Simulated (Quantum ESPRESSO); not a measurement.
Ag: band-structure run (part 2 of 2)

Continued. System: Ag (1 atom in the cell). Method: Kohn-Sham DFT of a periodic cell, PBE, SG15 PBE 1.2, no spin polarisation (Quantum ESPRESSO 7.5); cutoff 952.4 eV, 11×11×11 k-mesh, fermi-dirac of 0.05 eV. The structure derives from an entry of the Crystallography Open Database.

Geometry of the input (Å; fractional positions):
```
0.0000  2.0427  2.0427
2.0427  0.0000  2.0427
2.0427  2.0427  0.0000
Ag 0.0000  0.0000  0.0000
```

## Log, continued
```
   -74.1208 -37.6434 -37.5348 -37.5234  11.7804  13.1192  13.2843  14.3542
    14.6550  16.6093  23.9658  32.8882  34.9470  36.6595  41.0844  41.1560

          k =-0.1286-0.2571 0.2571 (  1130 PWs)   bands (ev):

   -74.1246 -37.6088 -37.5297 -37.5164  11.8694  13.2187  13.3978  13.6672
    14.2616  15.2148  27.2527  33.1120  35.8849  38.6388  40.0102  40.6776

          k =-0.0643-0.1928 0.1928 (  1143 PWs)   bands (ev):

   -74.1293 -37.5668 -37.5214 -37.5094  11.5651  12.9381  13.4208  13.4582
    13.9811  14.5412  30.7825  33.5260  36.9946  39.0602  39.9943  41.1382

          k =-0.0000-0.1286 0.1286 (  1159 PWs)   bands (ev):

   -74.1333 -37.5316 -37.5116 -37.5045  10.8630  12.9803  13.3144  13.3477
    14.0265  14.2596  33.7886  34.2930  36.9139  38.9704  40.3647  43.2233

          k = 0.2571 0.0000-0.0000 (  1150 PWs)   bands (ev):

   -74.1301 -37.5475 -37.5198 -37.5198  11.4354  12.6720  13.6304  13.6304
    13.8392  14.3953  34.5396  34.5607  34.5607  35.0373  39.2901  44.0523

          k = 0.3214 0.0643-0.0643 (  1140 PWs)   bands (ev):

   -74.1265 -37.5766 -37.5280 -37.5273  11.9542  12.5257  13.5351  13.7943
    14.3802  14.5513  31.2144  33.4944  34.3104  35.6695  38.3244  44.1555

          k = 0.3857 0.1286-0.1286 (  1137 PWs)   bands (ev):

   -74.1223 -37.6111 -37.5371 -37.5346  12.0807  12.7675  13.3689  13.7690
    14.8202  15.6735  27.6674  32.8830  33.1150  35.1398  40.4505  43.8713

          k = 0.4500 0.1928-0.1928 (  1133 PWs)   bands (ev):

   -74.1190 -37.6378 -37.5484 -37.5375  12.0085  12.8878  13.5506  13.6601
    15.0021  17.5689  24.3538  31.7286  32.8520  34.6573  43.2500  43.5885

          k =-0.1928-0.4500 0.4500 (  1139 PWs)   bands (ev):

   -74.1175 -37.6484 -37.5576 -37.5358  12.0172  12.8488  13.5725  13.8191
    14.9427  19.5411  21.8740  30.6150  33.5218  34.4581  43.0229  43.0917

          k =-0.1286-0.3857 0.3857 (  1134 PWs)   bands (ev):

   -74.1184 -37.6404 -37.5608 -37.5301  12.1275  12.9003  13.5582  13.7830
    14.6384  18.3881  23.4635  29.9599  34.6989  34.9042  42.0040  42.7899

          k =-0.0643-0.3214 0.3214 (  1135 PWs)   bands (ev):

   -74.1213 -37.6179 -37.5554 -37.5221  12.3082  12.9734  13.4105  13.6337
    14.1994  16.5958  26.6435  29.8255  35.4747  36.8622  40.3412  42.7257

          k = 0.0000-0.2571 0.2571 (  1133 PWs)   bands (ev):

   -74.1254 -37.5906 -37.5407 -37.5143  12.2327  12.7485  13.3647  13.7609
    13.7935  15.3295  29.9442  30.3168  36.7596  38.6286  39.0806  42.6270

          k = 0.3857 0.0000-0.0000 (  1130 PWs)   bands (ev):

   -74.1237 -37.5908 -37.5373 -37.5373  12.0269  12.2507  14.1615  14.1615
    14.4862  14.6059  32.0667  32.0667  32.8348  34.7634  35.9026  46.1476

          k = 0.4500 0.0643-0.0643 (  1132 PWs)   bands (ev):

   -74.1204 -37.6142 -37.5476 -37.5448  12.0175  12.1569  14.0755  14.2702
    14.8276  15.8895  29.3704  31.0111  31.1908  34.9804  36.9885  46.4552

          k = 0.5143 0.1286-0.1286 (  1135 PWs)   bands (ev):

   -74.1174 -37.6320 -37.5627 -37.5481  11.9676  12.3300  13.8650  14.1781
    15.0304  17.8969  26.0928  29.3085  31.0035  34.8202  39.8150  45.6281

          k =-0.1286-0.5143 0.5143 (  1140 PWs)   bands (ev):

   -74.1158 -37.6361 -37.5800 -37.5463  12.0456  12.5827  13.6375  14.0575
    14.9802  20.3099  23.1384  27.9225  31.5909  34.6786  43.0184  44.8472

          k =-0.0643-0.4500 0.4500 (  1139 PWs)   bands (ev):

   -74.1161 -37.6274 -37.5920 -37.5398  12.2588  12.8354  13.3596  13.9585
    14.6903  20.4096  23.3060  26.9651  32.9051  34.7089  43.7953  44.2857

          k =-0.0000-0.3857 0.3857 (  1137 PWs)   bands (ev):

   -74.1181 -37.6208 -37.5827 -37.5308  12.5272  12.9170  13.1607  13.8599
    14.3359  18.3246  26.2775  26.6879  34.7595  34.9983  41.9211  43.8474

          k = 0.5143 0.0000-0.0000 (  1134 PWs)   bands (ev):

   -74.1179 -37.6299 -37.5533 -37.5533  11.8010  11.8868  14.7330  14.7330
    14.8054  16.5850  28.8784  30.0258  30.0258  34.9423  35.2084  48.8467

          k = 0.5785 0.0643-0.0643 (  1141 PWs)   bands (ev):

   -74.1157 -37.6421 -37.5636 -37.5575  11.7316  11.8511  14.6707  14.6880
    15.0507  18.2754  26.9885  28.0512  29.5861  35.0098  36.6410  47.5557

          k =-0.0643-0.5785 0.5785 (  1140 PWs)   bands (ev):

   -74.1145 -37.6407 -37.5813 -37.5561  11.8033  12.0770  14.2656  14.5507
    15.0472  20.4920  25.0496  25.8779  29.9860  34.9046  39.5556  46.4340

          k =-0.0000-0.5143 0.5143 (  1135 PWs)   bands (ev):

   -74.1146 -37.6252 -37.6020 -37.5495  12.0107  12.4861  13.7240  14.3274
    14.8483  22.6572  22.6668  25.1897  31.1645  34.7837  42.9548  45.4130

          k = 0.6428-0.0000 0.0000 (  1138 PWs)   bands (ev):

   -74.1144 -37.6529 -37.5628 -37.5628  11.5517  11.6799  14.9268  15.1250
    15.1250  19.0285  25.3939  28.8622  28.8622  35.0400  35.1973  48.2407

          k =-0.0000-0.6428 0.6428 (  1134 PWs)   bands (ev):

   -74.1140 -37.6523 -37.5696 -37.5623  11.5990  11.7431  14.8540  14.9078
    15.1424  20.0401  24.7248  27.4903  29.0049  35.0556  36.5894  47.6329

          k = 0.2571 0.1286 0.0000 (  1140 PWs)   bands (ev):

   -74.1288 -37.5636 -37.5255 -37.5140  11.6791  12.7195  13.4245  13.6313
    13.9904  14.5651  32.1798  32.3981  36.7436  36.7781  40.2848  42.0713

          k = 0.3214 0.1928-0.0643 (  1134 PWs)   bands (ev):

   -74.1245 -37.5976 -37.5379 -37.5202  12.1404  12.8585  13.2345  13.7122
    14.2774  15.3224  28.7360  31.7670  35.1920  37.4154  40.3653  41.9288

          k = 0.3857 0.2571-0.1286 (  1136 PWs)   bands (ev):

   -74.1206 -37.6299 -37.5464 -37.5276  12.0598  13.0230  13.4170  13.6802
    14.6829  16.7453  25.3165  31.5595  33.7419  36.6368  40.9869  43.0016

          k =-0.2571-0.3857 0.5143 (  1139 PWs)   bands (ev):

   -74.1183 -37.6493 -37.5503 -37.5329  11.9661  12.8941  13.4801  13.9550
    14.8980  18.6668  22.4053  31.7889  32.6222  35.9165  41.2648  43.6258

          k = 0.3857 0.1286-0.0000 (  1134 PWs)   bands (ev):

   -74.1230 -37.5994 -37.5436 -37.5320  12.2457  12.3530  13.4829  14.1550
    14.4457  15.4062  30.3107  30.5678  33.1281  36.4249  37.9971  43.9070

          k = 0.4500 0.1928-0.0643 (  1135 PWs)   bands (ev):

   -74.1194 -37.6220 -37.5577 -37.5388  12.1956  12.5639  13.3469  14.1475
    14.7389  16.9916  26.9963  30.0973  31.4045  36.5993  39.9051  43.5272

          k =-0.1928-0.4500 0.5785 (  1134 PWs)   bands (ev):

   -74.1170 -37.6362 -37.5694 -37.5431  12.1810  12.6925  13.3754  13.9825
    14.9301  19.1119  23.8321  29.9192  30.3406  36.3479  41.7820  44.2664

          k =-0.1286-0.3857 0.5143 (  1143 PWs)   bands (ev):

   -74.1164 -37.6375 -37.5769 -37.5416  12.2881  12.6847  13.4547  13.8543
    14.8635  20.5661  22.2014  28.8663  31.0983  36.4593  41.6991  45.7205

          k =-0.0643-0.3214 0.4500 (  1140 PWs)   bands (ev):

   -74.1178 -37.6279 -37.5752 -37.5351  12.4624  12.7622  13.1808  13.9396
    14.5817  18.4926  24.9692  28.2960  32.2924  37.1893  40.7494  44.9693

          k = 0.0000-0.2571 0.3857 (  1137 PWs)   bands (ev):

   -74.1209 -37.6135 -37.5605 -37.5268  12.6218  12.6978  12.9982  14.0792
    14.1725  16.6786  28.1990  28.3628  33.7272  38.5204  39.1583  43.5472

          k = 0.5143 0.1286 0.0000 (  1139 PWs)   bands (ev):

   -74.1176 -37.6295 -37.5602 -37.5509  11.9937  12.0287  14.0308  14.7281
    14.7561  17.3720  28.5970  28.8673  29.2251  36.2350  37.1136  45.7067

          k =-0.1286-0.5143 0.6428 (  1137 PWs)   bands (ev):

   -74.1155 -37.6351 -37.5761 -37.5548  11.9954  12.2098  13.8088  14.4973
    14.9991  19.4680  25.7127  27.4869  28.9313  36.4188  39.6719  44.6970

          k =-0.0643-0.4500 0.5785 (  1135 PWs)   bands (ev):

   -74.1148 -37.6271 -37.5957 -37.5523  12.1327  12.5231  13.4904  14.2456
    14.9625  21.9617  22.9787  26.2464  29.6522  36.4790  42.7376  43.8208

          k = 0.0000-0.3857 0.5143 (  1136 PWs)   bands (ev):

   -74.1156 -37.6172 -37.6030 -37.5446  12.3888  12.8373  13.0670  14.1015
    14.7336  20.5472  24.5544  25.7781  30.8633  36.8067  42.0819  46.3509

          k =-0.0643-0.5785 0.7071 (  1141 PWs)   bands (ev):

   -74.1144 -37.6465 -37.5701 -37.5627  11.7309  11.8426  14.5077  14.8029
    15.1245  19.8298  25.4794  27.8394  27.9226  36.1628  36.9552  46.6706

          k =-0.0000-0.5143 0.6428 (  1134 PWs)   bands (ev):

   -74.1140 -37.6384 -37.5846 -37.5607  11.8822  12.0985  14.0714  14.5438
    15.1194  21.4653  24.7423  25.5103  28.4815  36.4094  39.6483  45.2152

          k =-0.1928-0.4500 0.7071 (  1137 PWs)   bands (ev):

   -74.1167 -37.6262 -37.5788 -37.5462  12.4413  12.4437  13.1668  14.3723
    14.7198  18.8225  26.7350  26.9348  29.7815  38.8548  39.2992  43.5667

          k =-0.1286-0.3857 0.6428 (  1143 PWs)   bands (ev):

   -74.1151 -37.6247 -37.5934 -37.5526  12.4163  12.6250  13.0822  14.1684
    14.9499  21.0748  23.7877  27.2479  28.4824  38.6351  40.7839  44.5490

          k =-0.0643-0.4500 0.7071 (  1142 PWs)   bands (ev):

   -74.1143 -37.6292 -37.5896 -37.5622  12.1386  12.3245  13.5218  14.3799
    15.1228  21.4905  25.6587  25.7663  26.7843  38.6230  40.3110  43.4460

          k = 0.0000-0.3857 0.6428 (  1139 PWs)   bands (ev):

   -74.1142 -37.6151 -37.6063 -37.5613  12.2696  12.6786  13.0982  14.2045
    15.1204  23.3385  23.5182  25.3134  27.2008  39.2574  41.7352  43.0808

     the Fermi energy is    18.2193 ev

!    total energy              =    -287.64269436 Ry
     estimated scf accuracy    <          3.2E-12 Ry
     smearing contrib. (-TS)   =      -0.00020800 Ry
     internal energy E=F+TS    =    -287.64248636 Ry

     The total energy is F=E-TS. E is the sum of the following terms:
     one-electron contribution =    -111.19506529 Ry
     hartree contribution      =      65.08507568 Ry
     xc contribution           =     -27.14996500 Ry
     ewald contribution        =    -214.38253174 Ry

     convergence has been achieved in   8 iterations

     Forces acting on atoms (cartesian axes, Ry/au):

     atom    1 type  1   force =     0.00000000    0.00000000    0.00000000

     Total force =     0.000000     Total SCF correction =     0.000000

     Computing stress (Cartesian axis) and pressure

          total   stress  (Ry/bohr**3)                   (kbar)     P=       43.57
   0.00029615   0.00000000   0.00000000           43.57        0.00        0.00
   0.00000000   0.00029615   0.00000000            0.00       43.57        0.00
   0.00000000   0.00000000   0.00029615            0.00        0.00       43.57

=------------------------------------------------------------------------------=
   JOB DONE.
=------------------------------------------------------------------------------=
```

## File pp_density.out
```
This program is part of the open-source Quantum ESPRESSO suite
     for quantum simulation of materials; please cite
         "P. Giannozzi et al., J. Phys.:Condens. Matter 21 395502 (2009);
         "P. Giannozzi et al., J. Phys.:Condens. Matter 29 465901 (2017);
         "P. Giannozzi et al., J. Chem. Phys. 152 154105 (2020);
          URL
     in publications or presentations arising from this work. More details at

     ./tmp/pwscf.save/

     IMPORTANT: XC functional enforced from input :
     Exchange-correlation= PBE
                           (   1   4   3   4   0   0   0)
     Any further DFT definition will be discarded
     Please, verify this is what you really want

     G-vector sticks info
     --------------------
     sticks:   dense  smooth     PW     G-vecs:    dense   smooth      PW
     Sum         583     583    187                 9185     9185    1639

     Using Slab Decomposition

     Calling punch_plot, plot_num =   0
     Writing data to file  density.dat
     Reading data from file  density.dat

     Writing data to be plotted to file density.cube
     Plot Type: 3D                     Output format: Gaussian cube

=------------------------------------------------------------------------------=
   JOB DONE.
=------------------------------------------------------------------------------=
```

## File pp_potential.out
```
This program is part of the open-source Quantum ESPRESSO suite
     for quantum simulation of materials; please cite
         "P. Giannozzi et al., J. Phys.:Condens. Matter 21 395502 (2009);
         "P. Giannozzi et al., J. Phys.:Condens. Matter 29 465901 (2017);
         "P. Giannozzi et al., J. Chem. Phys. 152 154105 (2020);
          URL
     in publications or presentations arising from this work. More details at

     ./tmp/pwscf.save/

     IMPORTANT: XC functional enforced from input :
     Exchange-correlation= PBE
                           (   1   4   3   4   0   0   0)
     Any further DFT definition will be discarded
     Please, verify this is what you really want

     G-vector sticks info
     --------------------
     sticks:   dense  smooth     PW     G-vecs:    dense   smooth      PW
     Sum         583     583    187                 9185     9185    1639

     Using Slab Decomposition

     Calling punch_plot, plot_num =  11
     Writing data to file  potential.dat
     Reading data from file  potential.dat

     Writing data to be plotted to file potential.cube
     Plot Type: 3D                     Output format: Gaussian cube

=------------------------------------------------------------------------------=
   JOB DONE.
=------------------------------------------------------------------------------=
```

## File pp_elf.out
```
This program is part of the open-source Quantum ESPRESSO suite
     for quantum simulation of materials; please cite
         "P. Giannozzi et al., J. Phys.:Condens. Matter 21 395502 (2009);
         "P. Giannozzi et al., J. Phys.:Condens. Matter 29 465901 (2017);
         "P. Giannozzi et al., J. Chem. Phys. 152 154105 (2020);
          URL
     in publications or presentations arising from this work. More details at

     ./tmp/pwscf.save/

     IMPORTANT: XC functional enforced from input :
     Exchange-correlation= PBE
                           (   1   4   3   4   0   0   0)
     Any further DFT definition will be discarded
     Please, verify this is what you really want

     G-vector sticks info
     --------------------
     sticks:   dense  smooth     PW     G-vecs:    dense   smooth      PW
     Sum         583     583    187                 9185     9185    1639

     Using Slab Decomposition

     Calling punch_plot, plot_num =   8
     Message from routine do_elf_kin:
     elf/kin + US not fully implemented
     Writing data to file  elf.dat
     Reading data from file  elf.dat

     Writing data to be plotted to file elf.cube
     Plot Type: 3D                     Output format: Gaussian cube

=------------------------------------------------------------------------------=
   JOB DONE.
=------------------------------------------------------------------------------=
```

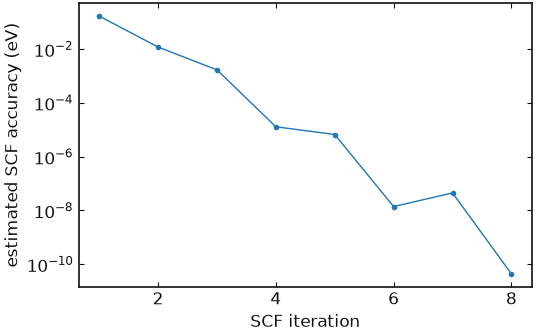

Figure 1. Convergence of the self-consistent field: estimated SCF accuracy against the iteration. The field takes 8 iterations in all.

## Key numbers

| quantity | value |
| --- | --- |
| outcome | converged |
| space group (tolerance 0.01 Å) | Fm-3m (225) |
| electrons treated | 19 |
| free energy | −3913.5782 eV |
| Fermi energy | 18.219 eV |
| gap on the k-point mesh | none (metallic) |
| pressure | 4.36 GPa |
| largest force (length of the vector) | under 0.001 eV/Å |
| wall time | 27 s |
| peak memory | 0.09 GiB |
